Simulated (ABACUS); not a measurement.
**Geometry relaxation, with input and output: Cr (part 2 of 2)**

Cr (Im-3m, 1 atom in the cell); Kohn-Sham DFT of a periodic cell, LDA, GBRV ultrasoft 1.5 LDA, spin-polarised (ABACUS 3.10.1); cutoff 544.23 eV, 10×10×10 k-mesh, fermi-dirac of 0.05 eV, collinear spins. The structure derives from a Materials Project entry.

Geometry of the input (Å; fractional positions):
```
2.5711  0.0000  0.0000
-0.8570  2.4241  0.0000
-0.8570  -1.2120  2.0993
Cr 0.0000  0.0000  0.0000
```

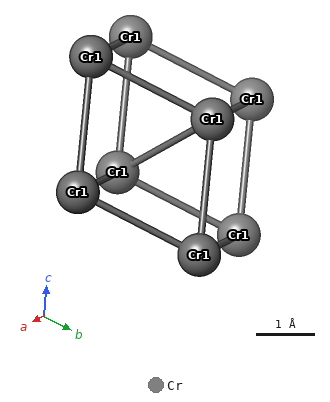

Figure 1. The geometry at step 2 of the log (ball-and-stick view of the cell of the calculation, seen slightly off an axis; atoms are numbered from 1 in the order of the input).

**What the program printed, continued**
```
 -------------------------------------------
 SELF-CONSISTENT
 -------------------------------------------
                                 init_chg = atomic

 PW ALGORITHM --------------- ION=   1  ELEC=   1--------------------------------

          total magnetism (Bohr mag/cell) = 0.39136
       absolute magnetism (Bohr mag/cell) = 0.422045
                        nelec for spin up = 7.19568
                      nelec for spin down = 6.80432

 Density error is 2.0653506617
                          Error Threshold = 0.01
----------------------------------------------------------
     Energy           Rydberg                 eV
----------------------------------------------------------
 E_KohnSham     -175.0827230596      -2382.1226549665
 E_Harris       -189.6985027566      -2580.9805395578
 E_Fermi        1.8138177367         24.6782563529
----------------------------------------------------------

 PW ALGORITHM --------------- ION=   1  ELEC=   2--------------------------------
          total magnetism (Bohr mag/cell) = -0.285363191061
       absolute magnetism (Bohr mag/cell) = 0.285363191061
                        nelec for spin up = 6.85731840447
                      nelec for spin down = 7.14268159553

 Density error is 0.0213451079137
                          Error Threshold = 0.01
----------------------------------------------------------
     Energy           Rydberg                 eV
----------------------------------------------------------
 E_KohnSham     -175.4823505611      -2387.5598660647
 E_Harris       -175.5452411357      -2388.4155362291
 E_Fermi        1.5037066389         20.4589784097
----------------------------------------------------------

 PW ALGORITHM --------------- ION=   1  ELEC=   3--------------------------------
          total magnetism (Bohr mag/cell) = 0.0566409815835
       absolute magnetism (Bohr mag/cell) = 0.0566409815835
                        nelec for spin up = 7.02832049079
                      nelec for spin down = 6.97167950921

 Density error is 0.00212384811732
                          Error Threshold = 0.000152465056526
----------------------------------------------------------
     Energy           Rydberg                 eV
----------------------------------------------------------
 E_KohnSham     -175.4893546133      -2387.6551610834
 E_Harris       -175.6286890616      -2389.5509035081
 E_Fermi        1.5162312671         20.6293847178
----------------------------------------------------------

 PW ALGORITHM --------------- ION=   1  ELEC=   4--------------------------------
          total magnetism (Bohr mag/cell) = 0.00982035618417
       absolute magnetism (Bohr mag/cell) = 0.0128119855816
                        nelec for spin up = 7.00491017809
                      nelec for spin down = 6.99508982191

 Density error is 0.000469849507027
                          Error Threshold = 1.51703436951e-05
----------------------------------------------------------
     Energy           Rydberg                 eV
----------------------------------------------------------
 E_KohnSham     -175.4895606959      -2387.6579649806
 E_Harris       -175.5138621132      -2387.9886027265
 E_Fermi        1.5133335564         20.5899593423
----------------------------------------------------------

 PW ALGORITHM --------------- ION=   1  ELEC=   5--------------------------------
          total magnetism (Bohr mag/cell) = 0.000471648454501
       absolute magnetism (Bohr mag/cell) = 0.000829461654053
                        nelec for spin up = 7.00023582423
                      nelec for spin down = 6.99976417577

 Density error is 0.000130784858754
                          Error Threshold = 3.35606790733e-06
----------------------------------------------------------
     Energy           Rydberg                 eV
----------------------------------------------------------
 E_KohnSham     -175.4895244267      -2387.6574715133
 E_Harris       -175.4968795641      -2387.7575432913
 E_Fermi        1.5129235601         20.5843810565
----------------------------------------------------------

 PW ALGORITHM --------------- ION=   1  ELEC=   6--------------------------------
          total magnetism (Bohr mag/cell) = -0.0035032515551
       absolute magnetism (Bohr mag/cell) = 0.00486667692735
                        nelec for spin up = 6.99824837422
                      nelec for spin down = 7.00175162578

 Density error is 2.14237737326e-06
                          Error Threshold = 9.3417756253e-07
----------------------------------------------------------
     Energy           Rydberg                 eV
----------------------------------------------------------
 E_KohnSham     -175.4895314367      -2387.6575668890
 E_Harris       -175.4933578155      -2387.7096274438
 E_Fermi        1.5127467977         20.5819760794
----------------------------------------------------------

 PW ALGORITHM --------------- ION=   1  ELEC=   7--------------------------------
          total magnetism (Bohr mag/cell) = -0.00151268124252
       absolute magnetism (Bohr mag/cell) = 0.00156820762939
                        nelec for spin up = 6.99924365938
                      nelec for spin down = 7.00075634062

 Density error is 2.25582941072e-07
                          Error Threshold = 1.53026955233e-08
----------------------------------------------------------
     Energy           Rydberg                 eV
----------------------------------------------------------
 E_KohnSham     -175.4895323661      -2387.6575795350
 E_Harris       -175.4889819185      -2387.6500903112
 E_Fermi        1.5126638174         20.5808470752
----------------------------------------------------------

 PW ALGORITHM --------------- ION=   1  ELEC=   8--------------------------------
          total magnetism (Bohr mag/cell) = 0.000133530837253
       absolute magnetism (Bohr mag/cell) = 0.000155271188246
                        nelec for spin up = 7.00006676542
                      nelec for spin down = 6.99993323458

 Density error is 1.71217682948e-08
                          Error Threshold = 1.61130672195e-09
----------------------------------------------------------
     Energy           Rydberg                 eV
----------------------------------------------------------
 E_KohnSham     -175.4895324873      -2387.6575811833
 E_Harris       -175.4895533958      -2387.6578656580
 E_Fermi        1.5126771611         20.5810286252
----------------------------------------------------------

 PW ALGORITHM --------------- ION=   1  ELEC=   9--------------------------------
          total magnetism (Bohr mag/cell) = 0.000551736191454
       absolute magnetism (Bohr mag/cell) = 0.000564974434704
                        nelec for spin up = 7.0002758681
                      nelec for spin down = 6.9997241319

 Density error is 1.85398719839e-08
                          Error Threshold = 1.22298344963e-10
----------------------------------------------------------
     Energy           Rydberg                 eV
----------------------------------------------------------
 E_KohnSham     -175.4895325062      -2387.6575814405
 E_Harris       -175.4896895070      -2387.6597175464
 E_Fermi        1.5126827847         20.5811051383
----------------------------------------------------------

 PW ALGORITHM --------------- ION=   1  ELEC=  10--------------------------------
          total magnetism (Bohr mag/cell) = 6.48291634752e-05
       absolute magnetism (Bohr mag/cell) = 6.75942801621e-05
                        nelec for spin up = 7.00003241458
                      nelec for spin down = 6.99996758542

 Density error is 2.69968938645e-10
                          Error Threshold = 1.22298344963e-10
----------------------------------------------------------
     Energy           Rydberg                 eV
----------------------------------------------------------
 E_KohnSham     -175.4895325179      -2387.6575816002
 E_KS(sigma->0) -175.4892436422      -2387.6536512440
 E_Harris       -175.4895860233      -2387.6583095783
 E_band         -9.3400382102        -127.0777391965
 E_one_elec     -53.3673973039       -726.1006907634
 E_Hartree      35.2803241101        480.0134351846
 E_xc           -22.2171839400       -302.2802950975
 E_Ewald        -135.1846976327      -1839.2821702114
 E_entropy(-TS) -0.0005777515        -0.0078607125
 E_descf        0.0000000000         0.0000000000
 E_exx          0.0000000000         0.0000000000
 E_Fermi        1.5126807148         20.5810769757
----------------------------------------------------------

 charge density convergence is achieved
 final etot is -2387.6575816 eV
 EFERMI = 20.581076976 eV

 STATE ENERGY(eV) AND OCCUPATIONS    NSPIN == 2
SPIN UP :
 1/12 kpoint (Cartesian) = 0.0000 0.0000 0.0000 (321 pws)
       1       -50.7675     0.00100000
       2       -21.7556     0.00100000
       3       -21.7556     0.00100000
       4       -21.7556     0.00100000
       5        12.4274     0.00100000
       6        19.5192     0.00100000
       7        19.5192     0.00100000
       8        19.5192     0.00100000
       9        21.7063    1.68599e-13
      10        21.7063    1.68599e-13
      11        43.3657        0.00000
      12        43.3657        0.00000
      13        43.3657        0.00000

 2/12 kpoint (Cartesian) = -0.041355 0.029243 0.0000 (321 pws)
       1       -50.7417      0.0120000
       2       -21.8692      0.0120000
       3       -21.7901      0.0120000
       4       -21.7564      0.0120000
       5        12.8916      0.0120000
       6        19.3370      0.0120000
       7        19.4796      0.0120000
       8        19.8427      0.0120000
       9        21.5182    8.69456e-11
      10        21.7203    1.52646e-12
      11        42.3835        0.00000
      12        43.1915        0.00000
      13        43.6927        0.00000

 3/12 kpoint (Cartesian) = -0.082710 0.058485 0.0000 (323 pws)
       1       -50.6738      0.0120000
       2       -22.1616      0.0120000
       3       -21.8798      0.0120000
       4       -21.7588      0.0120000
       5        14.1203      0.0120000
       6        18.8838      0.0120000
       7        19.2739      0.0120000
       8        20.7427    0.000455946
       9        21.3236    4.26273e-09
      10        21.7780    4.81553e-13
      11        39.7601        0.00000
      12        42.0273        0.00000
      13        44.4540        0.00000

 4/12 kpoint (Cartesian) = -0.12407 0.087728 0.0000 (314 pws)
       1       -50.5889      0.0120000
       2       -22.5133      0.0120000
       3       -21.9892      0.0120000
       4       -21.7618      0.0120000
       5        15.4196      0.0120000
       6        18.3647      0.0120000
       7        19.3747      0.0120000
       8        21.4692    2.31702e-10
       9        21.8937    4.76596e-14
      10        21.9910    6.79878e-15
      11        36.2045        0.00000
      12        40.1428        0.00000
      13        45.2145        0.00000

 5/12 kpoint (Cartesian) = -0.16542 0.11697 0.0000 (316 pws)
       1       -50.5195      0.0120000
       2       -22.7907      0.0120000
       3       -22.0766      0.0120000
       4       -21.7643      0.0120000
       5        15.7891      0.0120000
       6        17.9729      0.0120000
       7        20.7285    0.000597590
       8        21.7282    1.30384e-12
       9        22.0270    3.31312e-15
      10        23.1583    4.93986e-25
      11        32.7981        0.00000
      12        38.6444        0.00000
      13        43.4681        0.00000

 6/12 kpoint (Cartesian) = 0.20678 0.29243 0.25325 (312 pws)
       1       -50.4928     0.00600000
       2       -22.8951     0.00600000
       3       -22.1098     0.00600000
       4       -21.7653     0.00600000
       5        15.7502     0.00600000
       6        17.8292     0.00600000
       7        21.7362    5.55591e-13
       8        21.8982    2.17454e-14
       9        22.0884    4.84821e-16
      10        23.6565    1.16166e-29
      11        31.1631        0.00000
      12        38.0900        0.00000
      13        42.5696        0.00000

[... levels at 18 further k points ...]

------------------------------------------------------------------------------------------
 TOTAL-FORCE (eV/Angstrom)
------------------------------------------------------------------------------------------
                       Cr1         0.0000000000         0.0000000000         0.0000000000
------------------------------------------------------------------------------------------

----------------------------------------------------------------
 TOTAL-STRESS (KBAR)
----------------------------------------------------------------
        -2.4250079719         0.0000000002         0.0000000004
         0.0000000002        -2.4250079718         0.0000000004
         0.0000000004         0.0000000004        -2.4250079712
----------------------------------------------------------------
 TOTAL-PRESSURE: -2.425008 KBAR

 --------------------------------------------
 !FINAL_ETOT_IS -2387.6575816002396095 eV
 --------------------------------------------
```

**File opt.log**
```
       Step          Energy          fmax
LBFGS:    0    -2387.356545        3.051791
LBFGS:    1    -2387.629449        1.034698
LBFGS:    2    -2387.655769        0.266716
LBFGS:    3    -2387.657582        0.016474
```

**Trajectory as extended XYZ (Å, eV, eV/Å), 4 frames, from step=0 to step=3**
```
1
Lattice="2.5711 0.0000 0.0000 -0.8570 2.4241 0.0000 -0.8570 -1.2120 2.0993" Properties=species:S:1:pos:R:3:forces:R:3 step=0 energy=-2387.35654 pressure_GPa=-37.37
Cr    0.0000    0.0000    0.0000    0.0000   0.0000   0.0000
1
Lattice="2.4615 0.0000 0.0000 -0.8205 2.3207 0.0000 -0.8205 -1.1603 2.0098" Properties=species:S:1:pos:R:3:forces:R:3 step=1 energy=-2387.62945 pressure_GPa=-14.44
Cr    0.0000    0.0000    0.0000    0.0000   0.0000   0.0000
1
Lattice="2.4070 0.0000 0.0000 -0.8023 2.2694 0.0000 -0.8023 -1.1347 1.9653" Properties=species:S:1:pos:R:3:forces:R:3 step=2 energy=-2387.65577 pressure_GPa=3.98
Cr    0.0000    0.0000    0.0000    0.0000   0.0000   0.0000
1
Lattice="2.4181 0.0000 0.0000 -0.8060 2.2798 0.0000 -0.8060 -1.1399 1.9744" Properties=species:S:1:pos:R:3:forces:R:3 step=3 energy=-2387.65758 pressure_GPa=-0.24
Cr    0.0000    0.0000    0.0000    0.0000   0.0000   0.0000
```

**Summary**

| quantity | value |
| --- | --- |
| outcome | converged |
| space group (tolerance 0.01 Å) | Im-3m (229) |
| electrons treated | 14 |
| free energy | −2387.6576 eV |
| Fermi energy | 20.581 eV |
| gap on the k-point mesh | none (metallic) |
| net moment of the cell | 0.00 μB |
| integrated absolute moment | 0.00 μB |
| pressure | −0.24 GPa |
| final volume | 10.88 Å³ |
| largest force (length of the vector) at the end | under 0.001 eV/Å |
| final cell | a = 2.418 Å, b = 2.418 Å, c = 2.418 Å, α = 109.47°, β = 109.47°, γ = 109.47° |
| wall time | 14 s (CPU time 54 s) |
| peak memory | 0.36 GiB |
